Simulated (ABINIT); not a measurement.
**Run report: GdO, geometry relaxation (part 3 of 3)**

GdO (2 atoms in the cell); Kohn-Sham DFT of a periodic cell, PBE with D3(BJ), DFT+U, JTH PAW PBE v2.0, spin-polarised (ABINIT 10.8.3); cutoff 625.86 eV, 7×7×7 k-mesh, fermi-dirac of 0.05 eV, collinear spins. The structure derives from an entry of the Crystallography Open Database.

Geometry of the input (Å; fractional positions):
```
0.0000  2.7000  2.7000
2.7000  0.0000  2.7000
2.7000  2.7000  0.0000
Gd 0.0000  0.0000  0.0000
O  0.7500  0.7500  0.7500
```

### The program's output, continued
```
 Occupation matrix for spin  2
     0.37665    0.00000   -0.47698    0.00000    0.00000    0.00000    0.00000
     0.00000    0.04062    0.00000    0.00000    0.00000    0.00000    0.00000
    -0.47698    0.00000    0.62296    0.00000    0.00000    0.00000    0.00000
     0.00000    0.00000    0.00000    0.00718    0.00000    0.00000    0.00000
     0.00000    0.00000    0.00000    0.00000    0.62296    0.00000    0.47698
     0.00000    0.00000    0.00000    0.00000    0.00000    0.99242    0.00000
     0.00000    0.00000    0.00000    0.00000    0.47698    0.00000    0.37665

---OUTPUT-----------------------------------------------------------------------

 Cartesian coordinates (xcart) [bohr]
  2.48135883927418E-31  2.48135883927418E-31 -2.48135883927418E-31
  7.61712601217684E+00  7.61712601217684E+00  7.61712601217684E+00
 Reduced coordinates (xred)
 -2.44320381004671E-32 -2.44320381004671E-32  7.32961143014012E-32
  7.50000000000000E-01  7.50000000000000E-01  7.50000000000000E-01
 Cartesian forces (fcart) [Ha/bohr]; max,rms= 1.55346E-31 9.91551E-32 (free atoms)
  5.17820569043973E-32  5.17820569043973E-32 -1.55346170713192E-31
 -5.17820569043973E-32 -5.17820569043973E-32  1.55346170713192E-31
 Gradient of E wrt nuclear positions in reduced coordinates (gred)
  5.25907270147341E-31  5.25907270147341E-31 -5.25907270147341E-31
 -5.25907270147341E-31 -5.25907270147341E-31  5.25907270147341E-31
 Scale of Primitive Cell (acell) [bohr]
  7.18149527515025E+00  7.18149527515025E+00  7.18149527515025E+00
 Real space primitive translations (rprimd) [bohr]
  0.00000000000000E+00  5.07808400811789E+00  5.07808400811789E+00
  5.07808400811789E+00  0.00000000000000E+00  5.07808400811789E+00
  5.07808400811789E+00  5.07808400811789E+00  0.00000000000000E+00
 Unitary Cell Volume (ucvol) [Bohr^3]=  2.61896466761333E+02
 Angles (23,13,12)= [degrees]
  6.00000000000000E+01  6.00000000000000E+01  6.00000000000000E+01
 Lengths [Bohr]
  7.18149527515025E+00  7.18149527515025E+00  7.18149527515025E+00
 Stress tensor in cartesian coordinates (strten) [Ha/bohr^3]
 -8.65665367572738E-07  0.00000000000000E+00  0.00000000000000E+00
  0.00000000000000E+00 -8.65665367565799E-07  0.00000000000000E+00
  0.00000000000000E+00  0.00000000000000E+00 -8.65665367579677E-07
 Total energy (etotal) [Ha]= -1.28655229119957E+02

 Difference of energy with previous step (new-old):
           Absolute (Ha)=-4.32764E-05
           Relative     =-3.36375E-07

--- Iteration: ( 4/50) Internal Cycle: (1/1)
--------------------------------------------------------------------------------

---SELF-CONSISTENT-FIELD CONVERGENCE--------------------------------------------

--- !BeginCycle
iteration_state: {dtset: 1, itime: 4, icycle: 1, }
solver: {iscf: 17, nstep: 80, nline: 4, wfoptalg: 10, }
tolerances: {tolvrs: 1.00E-10, }
...

     iter   Etot(hartree)      deltaE(h)  residm     nres2   difmagsph maxmagsph
 ETOT  1  -128.65523046628    -1.287E+02 1.343E-06 5.439E-04 7.398E-01 7.398E-01
 ETOT  2  -128.65522943869     1.028E-06 1.942E-08 2.672E-04 4.019E-04 7.394E-01
 ETOT  3  -128.65522915789     2.808E-07 1.373E-07 1.758E-05 1.742E-05 7.394E-01
 ETOT  4  -128.65522913663     2.125E-08 3.856E-08 4.333E-06 3.983E-06 7.394E-01
 ETOT  5  -128.65522913995    -3.317E-09 4.377E-08 2.373E-06 4.412E-05 7.393E-01
 ETOT  6  -128.65522914405    -4.105E-09 3.925E-09 1.766E-06 1.860E-05 7.393E-01
 ETOT  7  -128.65522914376     2.912E-10 1.488E-09 9.460E-08 1.363E-05 7.393E-01
 ETOT  8  -128.65522914365     1.115E-10 6.397E-10 3.355E-08 3.854E-06 7.393E-01
 ETOT  9  -128.65522914371    -6.196E-11 3.755E-11 8.494E-09 9.601E-07 7.393E-01
 ETOT 10  -128.65522914372    -7.191E-12 4.648E-12 4.644E-09 3.084E-07 7.393E-01
 ETOT 11  -128.65522914373    -8.725E-12 1.125E-12 1.402E-09 3.176E-07 7.393E-01
 ETOT 12  -128.65522914373    -7.390E-13 5.712E-13 5.026E-11 8.615E-08 7.393E-01

 At SCF step   12       nres2   =  5.03E-11 < tolvrs=  1.00E-10 =>converged.

 Cartesian components of stress tensor (hartree/bohr^3)
  sigma(1 1)=  3.35510604E-08  sigma(3 2)=  0.00000000E+00
  sigma(2 2)=  3.35510604E-08  sigma(3 1)=  0.00000000E+00
  sigma(3 3)=  3.35510604E-08  sigma(2 1)=  0.00000000E+00

--- !ResultsGS
iteration_state: {dtset: 1, itime: 4, icycle: 1, }
comment   : Summary of ground state results
lattice_vectors:
- [  0.0000000,   5.0784949,   5.0784949, ]
- [  5.0784949,   0.0000000,   5.0784949, ]
- [  5.0784949,   5.0784949,   0.0000000, ]
lattice_lengths: [   7.18208,    7.18208,    7.18208, ]
lattice_angles: [ 60.000,  60.000,  60.000, ] # degrees, (23, 13, 12)
lattice_volume:   2.6196005E+02
convergence: {deltae: -7.390E-13, res2:  5.026E-11, residm:  5.712E-13, diffor: null, }
etotal    :  -1.28655229E+02
entropy   :   0.00000000E+00
fermie    :   1.51916495E-01
cartesian_stress_tensor: # hartree/bohr^3
- [  3.35510604E-08,   0.00000000E+00,   0.00000000E+00, ]
- [  0.00000000E+00,   3.35510604E-08,   0.00000000E+00, ]
- [  0.00000000E+00,   0.00000000E+00,   3.35510604E-08, ]
pressure_GPa:  -9.8711E-04
xred      :
- [ -3.8795E-32,  -3.8795E-32,   9.6680E-32, Gd]
- [  7.5000E-01,   7.5000E-01,   7.5000E-01,  O]
cartesian_forces: # hartree/bohr
- [ -0.00000000E+00,  -0.00000000E+00,  -0.00000000E+00, ]
- [ -0.00000000E+00,  -0.00000000E+00,  -0.00000000E+00, ]
force_length_stats: {min:   0.00000000E+00, max:   0.00000000E+00, mean:   0.00000000E+00, }
...

 Integrated electronic and magnetization densities in atomic spheres:
 ------------------------------------------------------------------------------------------------------------
 Radius=ratsph(iatom), smearing ratsm=  0.0000. Diff(up-dn)=approximate z local magnetic moment.
    Atom    Radius    up_density   dn_density  Total(up+dn)  Diff(up-dn)
    1 Gd   2.51209     8.096990     7.357677     15.454666     0.739313
    2  O   1.41465     2.243187     2.302066      4.545253    -0.058879
 ------------------------------------------------------------------------------------------------------------
  Sum:                10.340177     9.659743     19.999920     0.680434
 Total magnetization (from the atomic spheres):                0.680434
 Total magnetization (exact up - dn):                          0.086256

 ---------- DFT+U DATA ---------------------------------------------------

 ====== For Atom     1, occupations for correlated orbitals. lpawu =   3

 Atom   1. Occ. for lpawu and for spin  1 =   3.98529
 Atom   1. Occ. for lpawu and for spin  2 =   3.03941
 => On atom   1,  local Mag. for lpawu is       -0.945875

 == Occupation matrix for correlated orbitals:

 Occupation matrix for spin  1
     0.62179    0.00000    0.47851    0.00000    0.00000    0.00000    0.00000
     0.00000    0.99585    0.00000    0.00000    0.00000    0.00000    0.00000
     0.47851    0.00000    0.37469    0.00000    0.00000    0.00000    0.00000
     0.00000    0.00000    0.00000    0.99245    0.00000    0.00000    0.00000
     0.00000    0.00000    0.00000    0.00000    0.37469    0.00000   -0.47851
     0.00000    0.00000    0.00000    0.00000    0.00000    0.00403    0.00000
     0.00000    0.00000    0.00000    0.00000   -0.47851    0.00000    0.62179

 Occupation matrix for spin  2
     0.37665    0.00000   -0.47698    0.00000    0.00000    0.00000    0.00000
     0.00000    0.04061    0.00000    0.00000    0.00000    0.00000    0.00000
    -0.47698    0.00000    0.62296    0.00000    0.00000    0.00000    0.00000
     0.00000    0.00000    0.00000    0.00718    0.00000    0.00000    0.00000
     0.00000    0.00000    0.00000    0.00000    0.62296    0.00000    0.47698
     0.00000    0.00000    0.00000    0.00000    0.00000    0.99242    0.00000
     0.00000    0.00000    0.00000    0.00000    0.47698    0.00000    0.37665

---OUTPUT-----------------------------------------------------------------------

 Cartesian coordinates (xcart) [bohr]
  2.93971082363496E-31  2.93971082363496E-31 -3.94036959628558E-31
  7.61774239216182E+00  7.61774239216182E+00  7.61774239216182E+00
 Reduced coordinates (xred)
 -3.87946591664085E-32 -3.87946591664084E-32  9.66801324266962E-32
  7.50000000000000E-01  7.50000000000000E-01  7.50000000000000E-01
 Cartesian forces (fcart) [Ha/bohr]; max,rms= 0.00000E+00 0.00000E+00 (free atoms)
 -0.00000000000000E+00 -0.00000000000000E+00 -0.00000000000000E+00
 -0.00000000000000E+00 -0.00000000000000E+00 -0.00000000000000E+00
 Gradient of E wrt nuclear positions in reduced coordinates (gred)
  0.00000000000000E+00  0.00000000000000E+00  0.00000000000000E+00
  0.00000000000000E+00  0.00000000000000E+00  0.00000000000000E+00
 Scale of Primitive Cell (acell) [bohr]
  7.18207640377314E+00  7.18207640377314E+00  7.18207640377314E+00
 Real space primitive translations (rprimd) [bohr]
  0.00000000000000E+00  5.07849492810788E+00  5.07849492810788E+00
  5.07849492810788E+00  0.00000000000000E+00  5.07849492810788E+00
  5.07849492810788E+00  5.07849492810788E+00  0.00000000000000E+00
 Unitary Cell Volume (ucvol) [Bohr^3]=  2.61960050114078E+02
 Angles (23,13,12)= [degrees]
  6.00000000000000E+01  6.00000000000000E+01  6.00000000000000E+01
 Lengths [Bohr]
  7.18207640377314E+00  7.18207640377314E+00  7.18207640377314E+00
 Stress tensor in cartesian coordinates (strten) [Ha/bohr^3]
  3.35510604299039E-08  0.00000000000000E+00  0.00000000000000E+00
  0.00000000000000E+00  3.35510604194955E-08  0.00000000000000E+00
  0.00000000000000E+00  0.00000000000000E+00  3.35510604194955E-08
 Total energy (etotal) [Ha]= -1.28655229143731E+02

 Difference of energy with previous step (new-old):
           Absolute (Ha)=-2.37738E-08
           Relative     =-1.84787E-10

 At Broyd/MD step   4, gradients are converged :
  max grad (force/stress) = 3.3551E-06 < tolmxf= 2.0000E-05 ha/bohr (free atoms)

================================================================================

 ----iterations are completed or convergence reached----

 Mean square residual over all n,k,spin=   12.617E-15; max=  57.119E-14
 reduced coordinates (array xred) for    2 atoms
      -0.000000000000     -0.000000000000      0.000000000000
       0.750000000000      0.750000000000      0.750000000000
 rms dE/dt=  0.0000E+00; max dE/dt=  0.0000E+00; dE/dt below (all hartree)
    1       0.000000000000      0.000000000000      0.000000000000
    2       0.000000000000      0.000000000000      0.000000000000

 cartesian coordinates (angstrom) at end:
    1      0.00000000000000     0.00000000000000    -0.00000000000000
    2      4.03113566972697     4.03113566972697     4.03113566972697

 cartesian forces (hartree/bohr) at end:
    1     -0.00000000000000    -0.00000000000000    -0.00000000000000
    2     -0.00000000000000    -0.00000000000000    -0.00000000000000
 frms,max,avg= 0.0000000E+00 0.0000000E+00   0.000E+00  0.000E+00  0.000E+00 h/b

 cartesian forces (eV/Angstrom) at end:
    1     -0.00000000000000    -0.00000000000000    -0.00000000000000
    2     -0.00000000000000    -0.00000000000000    -0.00000000000000
 frms,max,avg= 0.0000000E+00 0.0000000E+00   0.000E+00  0.000E+00  0.000E+00 e/A
 length scales=  7.182076403773  7.182076403773  7.182076403773 bohr
              =  3.800591157263  3.800591157263  3.800591157263 angstroms
 Fermi (or HOMO) energy (hartree) =   0.15192   Average Vxc (hartree)=  -0.36428
 Magnetization (Bohr magneton)=  8.62459887E-02
 Total spin up =  1.20431230E+01   Total spin down =  1.19568770E+01
 Eigenvalues (hartree) for nkpt=  20  k points, SPIN UP:
 kpt#   1, nband= 21, wtk=  0.00292, kpt=  0.0000  0.0000  0.0000 (reduced coord)
  -1.48529   -0.65757   -0.65757   -0.65757   -0.56222   -0.16468   -0.14434   -0.14434
  -0.14434   -0.04885   -0.04885   -0.04885    0.11196    0.24128    0.24128    0.24128
   0.26213    0.26213    0.34639    0.34639    0.34639
      occupation numbers for kpt#   1
   1.00000    1.00000    1.00000    1.00000    1.00000    1.00000    1.00000    1.00000
   1.00000    1.00000    1.00000    1.00000    1.00000    0.00000    0.00000    0.00000
   0.00000    0.00000    0.00000    0.00000    0.00000
 prteigrs : prtvol=0 or 1, do not print more k-points.

 Eigenvalues (hartree) for nkpt=  20  k points, SPIN DOWN:
 kpt#   1, nband= 21, wtk=  0.00292, kpt=  0.0000  0.0000  0.0000 (reduced coord)
  -1.47433   -0.65233   -0.65233   -0.65233   -0.56381   -0.13585   -0.13585   -0.13585
  -0.05937   -0.05937   -0.05937    0.06314    0.22984    0.22984    0.22984    0.26334
   0.26334    0.26777    0.33761    0.33761    0.33761
      occupation numbers for kpt#   1
   1.00000    1.00000    1.00000    1.00000    1.00000    1.00000    1.00000    1.00000
   1.00000    1.00000    1.00000    1.00000    0.00000    0.00000    0.00000    0.00000
   0.00000    0.00000    0.00000    0.00000    0.00000
 prteigrs : prtvol=0 or 1, do not print more k-points.

--- !EnergyTerms
iteration_state     : {dtset: 1, itime: 4, icycle: 1, }
comment             : Components of total free energy in Hartree
kinetic             :  1.92970040769981E+01
hartree             :  3.23632595139437E+01
xc                  : -8.81547645645863E+00
Ewald energy        : -8.97789867876522E+01
psp_core            :  8.03448298744693E+00
local_psp           : -7.68014139061667E+01
PAW spherical_terms : -1.29335059616885E+01
VdWaals_dft_d       : -2.03717271139216E-02
internal            : -1.28655008260691E+02
'-kT*entropy'       : -2.19013488292324E-04
total_energy        : -1.28655227274179E+02
total_energy_eV     : -3.50088708192217E+03
...

--- !EnergyTermsDC
iteration_state     : {dtset: 1, itime: 4, icycle: 1, }
comment             : '"Double-counting" decomposition of free energy'
band_energy         : -9.14799246770952E+00
Ewald energy        : -8.97789867876522E+01
psp_core            :  8.03448298744693E+00
xc_dc               : -2.97074502070287E+01
PAW spherical_terms : -8.03469192818498E+00
VdWaals_dft_d       : -2.03717271139216E-02
internal            : -1.28655010130242E+02
'-kT*entropy'       : -2.19013488292324E-04
total_energy_dc     : -1.28655229143731E+02
total_energy_dc_eV  : -3.50088713279525E+03
...

--- !EnergyTermsWithPAWCore
iteration_state     : {dtset: 1, itime: 4, icycle: 1, }
comment             : 'Components of total free energy, including PAW core contributions'
Total energy        : -1.13468797236355E+04
Total energy DC     : -1.13468797255051E+04
Total energy (eV)   : -3.08764326846537E+05
Total energy DC (eV): -3.08764326897410E+05
...

 Cartesian components of stress tensor (hartree/bohr^3)
  sigma(1 1)=  3.35510604E-08  sigma(3 2)=  0.00000000E+00
  sigma(2 2)=  3.35510604E-08  sigma(3 1)=  0.00000000E+00
  sigma(3 3)=  3.35510604E-08  sigma(2 1)=  0.00000000E+00

-Cartesian components of stress tensor (GPa)         [Pressure= -9.8711E-04 GPa]
- sigma(1 1)=  9.87106278E-04  sigma(3 2)=  0.00000000E+00
- sigma(2 2)=  9.87106277E-04  sigma(3 1)=  0.00000000E+00
- sigma(3 3)=  9.87106277E-04  sigma(2 1)=  0.00000000E+00

== END DATASET(S) ==============================================================
================================================================================

 -outvars: echo values of variables after computation  --------
            acell      7.1820764038E+00  7.1820764038E+00  7.1820764038E+00 Bohr
           etotal     -1.2865522914E+02
            fcart     -0.0000000000E+00 -0.0000000000E+00 -0.0000000000E+00
                      -0.0000000000E+00 -0.0000000000E+00 -0.0000000000E+00
            rprim      0.0000000000E+00  7.0710678119E-01  7.0710678119E-01
                       7.0710678119E-01  0.0000000000E+00  7.0710678119E-01
                       7.0710678119E-01  7.0710678119E-01  0.0000000000E+00
           strten      3.3551060430E-08  3.3551060419E-08  3.3551060419E-08
                       0.0000000000E+00  0.0000000000E+00  0.0000000000E+00
           xangst      1.5556279735E-31  1.5556279735E-31 -2.0851537915E-31
                       4.0311356697E+00  4.0311356697E+00  4.0311356697E+00
             xred     -3.8794659166E-32 -3.8794659166E-32  9.6680132427E-32
                       7.5000000000E-01  7.5000000000E-01  7.5000000000E-01
 Calculation completed.
```

### Trajectory as extended XYZ (Å, eV, eV/Å), 4 frames, from step=0 to step=3
```
2
Lattice="0.0000 2.7000 2.7000 2.7000 0.0000 2.7000 2.7000 2.7000 0.0000" Properties=species:S:1:pos:R:3:forces:R:3 step=0 energy=-3500.88463
Gd    0.0000    0.0000    0.0000    0.0000   0.0000   0.0000
O     4.0500    4.0500    4.0500    0.0000   0.0000   0.0000
2
Lattice="0.0000 2.6960 2.6960 2.6960 0.0000 2.6960 2.6960 2.6960 0.0000" Properties=species:S:1:pos:R:3:forces:R:3 step=1 energy=-3500.88596
Gd    0.0000    0.0000    0.0000    0.0000   0.0000   0.0000
O     4.0441    4.0441    4.0441    0.0000   0.0000   0.0000
2
Lattice="0.0000 2.6872 2.6872 2.6872 0.0000 2.6872 2.6872 2.6872 0.0000" Properties=species:S:1:pos:R:3:forces:R:3 step=2 energy=-3500.88713
Gd    0.0000    0.0000    0.0000    0.0000   0.0000   0.0000
O     4.0308    4.0308    4.0308    0.0000   0.0000   0.0000
2
Lattice="0.0000 2.6874 2.6874 2.6874 0.0000 2.6874 2.6874 2.6874 0.0000" Properties=species:S:1:pos:R:3:forces:R:3 step=3 energy=-3500.88713
Gd    0.0000    0.0000    0.0000    0.0000   0.0000   0.0000
O     4.0311    4.0311    4.0311    0.0000   0.0000   0.0000
```

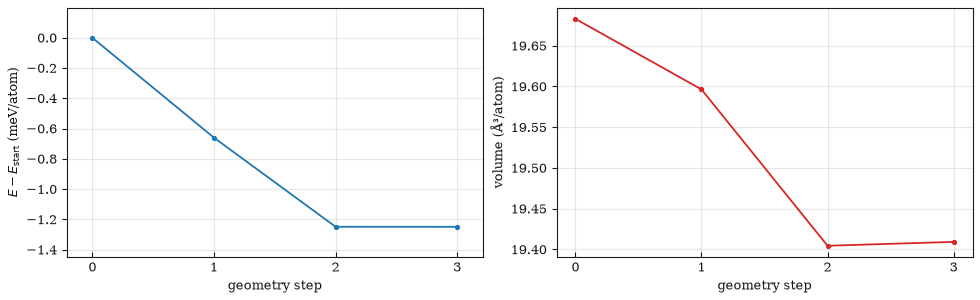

*Progress of the relaxation, step by step (steps are counted from 0).*

After 3 geometry steps the energy has fallen by 1.2 meV per atom. All forces vanish by symmetry, so only the cell relaxes. The atoms keep their places relative to the cell (all moves are under 0.005 Å). The volume changes by −1.4 %, with a = b = c 5.400 → 5.375 Å (−0.5 %). Among the contacts that change: Gd1–O2 2.338 → 2.327 Å. The space group stays F-43m (No. 216). (Atoms are counted from 1 in the order of the input.)

### Summary

| quantity | value |
| --- | --- |
| outcome | converged |
| space group (tolerance 0.01 Å) | F-43m (216) |
| electrons treated | 24 |
| free energy | −3500.8871 eV |
| Fermi energy | 4.134 eV |
| gap on the k-point mesh | none (metallic) |
| net moment of the cell | 0.09 μB |
| pressure | 0.00 GPa |
| final volume | 38.82 Å³ |
| largest force (length of the vector) at the end | under 0.001 eV/Å |
| final cell | a = 3.801 Å, b = 3.801 Å, c = 3.801 Å, α = 60.00°, β = 60.00°, γ = 60.00° |
| wall time | 5 min |
| peak memory | 0.21 GiB |

DFT+U on an f shell has many self-consistent states, and spin–orbit coupling is left out here.
